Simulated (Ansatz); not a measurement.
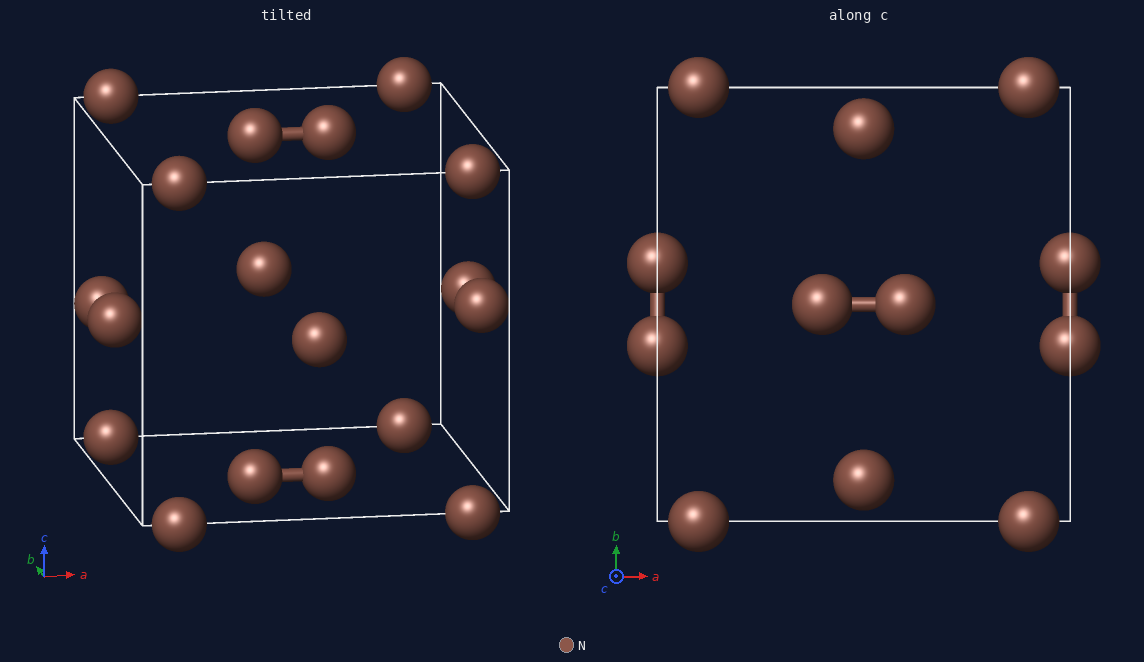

This ball-and-stick model is shown slightly off an axis and along the c axis. The conventional unit cell is outlined; an atom on or near a face, edge or corner is repeated at each equivalent position.

N, space group Cmmm (No. 65), a = 5.461 Å, b = 5.742 Å, c = 5.133 Å, α = 90.00°, β = 90.00°, γ = 90.00°. Its origin is a structure listed in the Materials Project. The cell was then strained or its atoms displaced on purpose. An electronic-structure calculation with Ansatz was run on it.

This one geometry was computed with Ansatz (DFT, plane waves, PAW) at three levels of theory: PBE, r2SCAN and HSE06.

Q: Which level gives the highest pressure at this volume, and what does that say about its equilibrium volume?

A: Highest: PBE (2.7 GPa), which points to the largest equilibrium volume. Lowest, with the smallest volume: HSE06 (-0.2 GPa). Levels within 0.5 GPa of each other can't be told apart.

Q: How does the band gap change with the level of theory?

A: PBE: a gap of 6.83 eV, indirect; r2SCAN: a gap of 7.47 eV, indirect; HSE06: a gap of 9.11 eV, indirect.

Q: Collect the results in a table.

A:
| level | cutoff (eV) | k-mesh of the run's cell | gap (eV) | pressure (GPa) |
| --- | --- | --- | --- | --- |
| PBE | 420 | 6×6×6 | 6.83 | 2.7 |
| r2SCAN | 500 | 6×6×6 | 7.47 | 0.3 |
| HSE06 | 420 | 4×4×4 | 9.11 | -0.2 |

Gaps are taken on the k-mesh or band path of each run.
